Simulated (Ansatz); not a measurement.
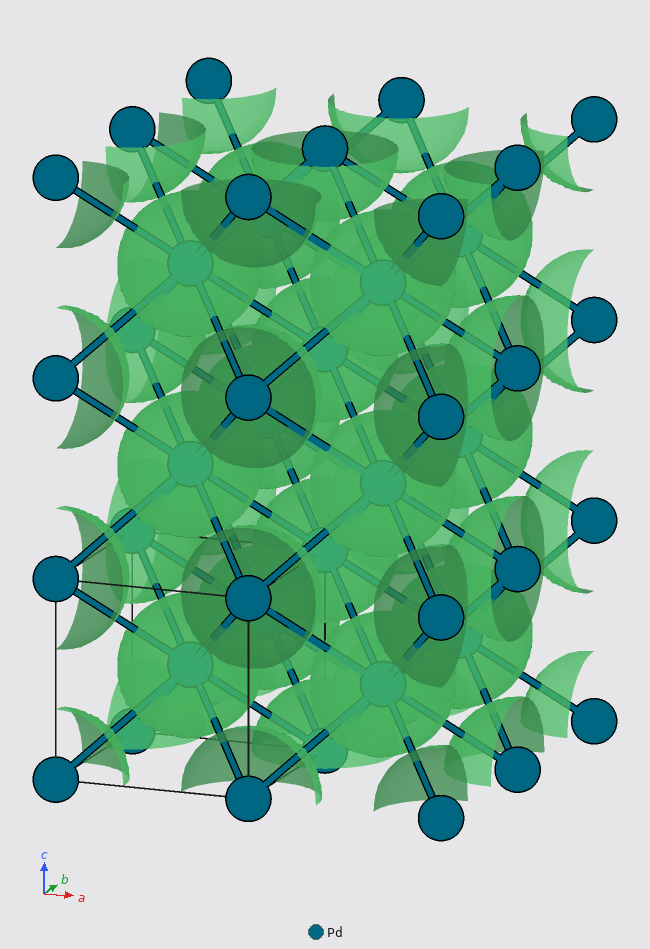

The picture shows: Pd. Isosurface of the valence electron density at 0.4 e/Å³ (green), seen slightly off an axis. Sticks mark near contacts.

Space group Im-3m; set up as Pd, bcc; a generated structure, not necessarily the stable one; changed on purpose from its base cell (volume × 1.0); the program warned that a starting moment wasn't kept; spin-polarised, but the moments vanished.

Computed with DFT, BLYP, plane waves (420 eV) with PAW, scalar-relativistic in Ansatz 0.2.0.

In a PAW calculation such maps are meaningful between the atoms, not at the nuclei.

Question: Which contacts does the surface bridge?

Answer: At this value the density breaks into separate islands; it holds about 85 % of the electrons treated as valence (semicore included). It bridges none of the near contacts. It is pinched off along the shortest Pd–Pd (2.77 Å) contacts. On the grid the lowest density along these lines, outside the cores, is 0.28 e/Å³ (Pd–Pd, 2.77 Å).
